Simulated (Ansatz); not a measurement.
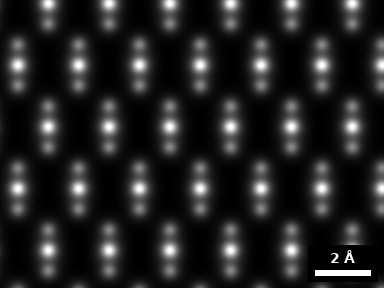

Projected-potential map of Cu. Computed as the sum of neutral-atom potentials (tabulated electron scattering factors, B = 0.5 Å²) projected along the beam and smoothed by 0.25 Å; brighter is more positive.

Q: Measure the repeat of the pattern.

A: The pattern repeats on a centred rectangular net of 2.2 × 4.5 Å.

Q: Which plane group does this projection have?

A: c2mm: perpendicular mirror lines on a centred net, with further twofold points between them.

Q: How many columns does the smallest repeating cell hold, and how many levels of brightness?

A: 3 columns in the primitive cell of 5.0 Å², with 2 levels of brightness (about 100, 50 % of the brightest, counted from the darkest point).

The crystal is Cu (P6_3/mmc, No. 194) seen along [201]. Model: coordinates from a relaxation with DFT, RPBE, plane waves (420 eV) with PAW, scalar-relativistic (Ansatz); the starting structure was generated, so it need not be a known form of this composition.
